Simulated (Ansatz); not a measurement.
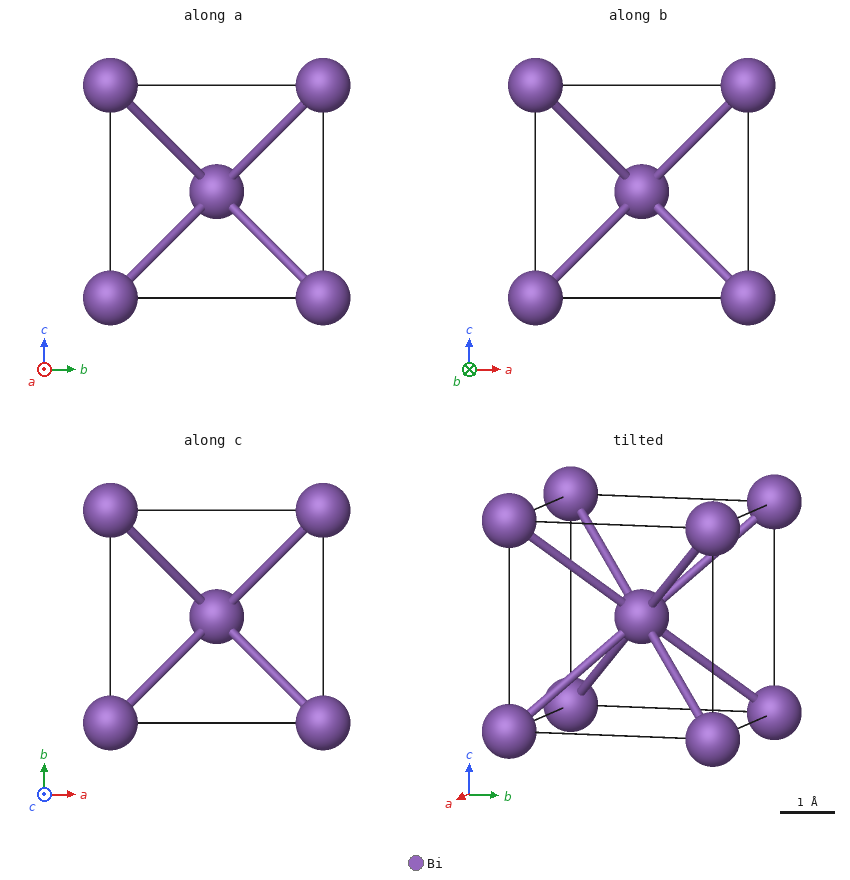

Structure drawing (ball-and-stick), viewed along the a axis, along the b axis, along the c axis and slightly off an axis. The lines enclose the conventional unit cell; boundary atoms appear with their images.

Lattice parameters: a = 3.986 Å, b = 3.986 Å, c = 3.986 Å, α = 90.00°, β = 90.00°, γ = 90.00°.

Transcribe the picture into a table of Wyckoff sites.

Space group Im-3m (No. 229).
```json
{"atom": "Bi", "site": "2a", "x": "0.0000", "y": "0.0000", "z": "0.0000"}
```

The starting point was a structure type filled with this element by a generator (whether the element takes this form wasn't checked). Earlier steps of the study may have refined or changed the cell and positions. It was run through Ansatz as a DFT input.
